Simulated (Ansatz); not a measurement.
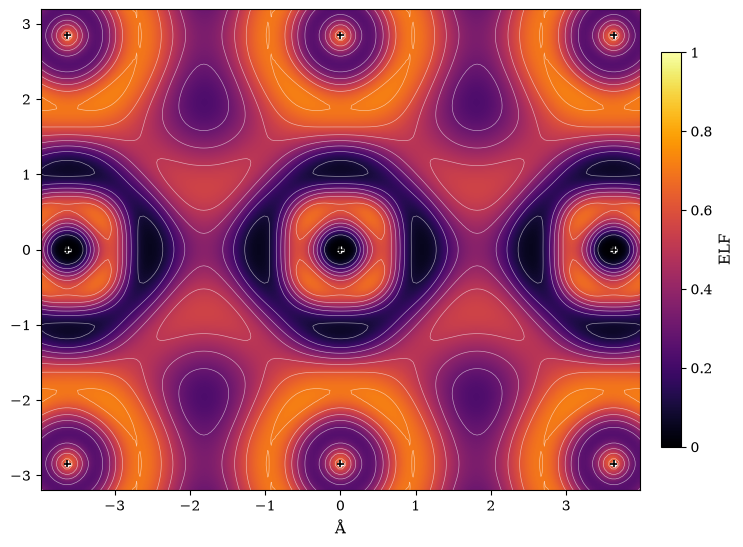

The electron localisation function on a plane through atoms (crosses mark nuclei in the plane).

All numbers below come from DFT, r2SCAN, PAW with Ansatz's default frozen-core files, scalar-relativistic (Ansatz).

Candidates:
A. Fe, a = 3.05 Å, b = 3.05 Å, c = 3.05 Å, α = 90.00°, β = 90.00°, γ = 90.00°. Space group Im-3m; computed pressure about −21 GPa in this cell; spin-polarised.
B. TiSi, a = 3.63 Å, b = 4.24 Å, c = 3.80 Å, α = 90.00°, β = 90.00°, γ = 90.00°. Space group Cmmm; a structure from a database of computed crystals, not necessarily the ambient phase; spin-polarised.

> Which system is this?

Candidate B: TiSi on the (011) plane of the conventional cell, which holds Ti and Si. Ti–Si (2.85 Å): the ELF peaks at about 0.70 in the valence shell of Si, 1.0 Å from its nucleus, and is about 0.35 at the midpoint.
